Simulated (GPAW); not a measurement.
**BN (F-43m): refractive index against wavelength**

The refractive index of BN (F-43m) below the direct gap (8.66 eV on the mesh) is read from one computed spectrum, n = √(Re ε).

Symmetry: F-43m, No. 216, cubic system. The conventional cell has a = 3.615 Å, b = 3.615 Å, c = 3.615 Å, α = 90.00°, β = 90.00°, γ = 90.00°. N on site c is surrounded by 4 B at 1.57 Å. B on site a is surrounded by 4 N at 1.57 Å.

Method: GPAW 26.7.0, LDA, RPA, k-mesh 16×16×16, local fields up to 50 eV, Lorentzian half width 0.15 eV.

Launch of the response step: `OMP_NUM_THREADS=1 python df.py`. The run took 17 s, its band step included, on 1 thread of Arm Neoverse V1 (shared host).

| wavelength (nm) | photon energy E (eV) | n |
| --- | --- | --- |
| 532 | 2.331 | 2.1698 |
| 450 | 2.755 | 2.1826 |
| 405 | 3.061 | 2.1933 |
| 365 | 3.397 | 2.2069 |
| 308 | 4.025 | 2.2374 |
| 266 | 4.661 | ? |
| 248 | 4.999 | 2.3013 |

In the single-oscillator model n² − 1 = E₀E_d/(E₀² − E²), so 1/(n² − 1) = E₀/E_d − E²/(E₀E_d) is linear in E².

Working, on the rows shown:

| x = E² (eV²) | y = 1/(n² − 1) |
| --- | --- |
| 5.43137 | 0.269685 |
| 7.59115 | 0.265693 |
| 9.37179 | 0.262428 |
| 11.5384 | 0.258371 |
| 16.2043 | 0.249628 |
| 24.9936 | 0.232776 |

Means: x̄ = 12.522, ȳ = 0.25643. Σ(x − x̄)(y − ȳ) = -0.4805, Σ(x − x̄)² = 254.6. Slope = -0.4805 / 254.6 = -0.001887; intercept = ȳ − slope · x̄ = 0.28006. Turned back into n, the line misses the rows shown by at most 0.00053.

Question: What does the fit predict for the withheld row, and how well does it do?

Answer: At x = 21.725 the line gives y = 0.23906, that is 2.2766. The run gave 2.2765, so the interpolation is off by 0.00014, 0.1 % of the range in the table.

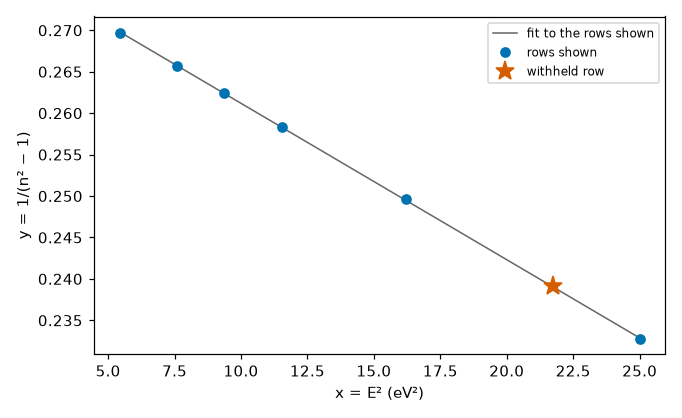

Refitted with all rows, the slope is -0.001887 and the intercept 0.28006. These give E₀ = √(intercept/−slope) = 12.18 eV and E_d = E₀/intercept = 43.5 eV; E₀ is 1.4 times the direct gap. The electronic limit at long wavelengths, without lattice vibrations, is n = √(1 + 1/intercept) = 2.138. Excitons are left out; LDA gaps are as a rule too small. The values come from a sum over the points of one k-mesh and carry its error, which grows as the direct gap shrinks. The local-field cutoff holds few shells of reciprocal vectors for this small cell, so ε∞ can read a few per cent high.
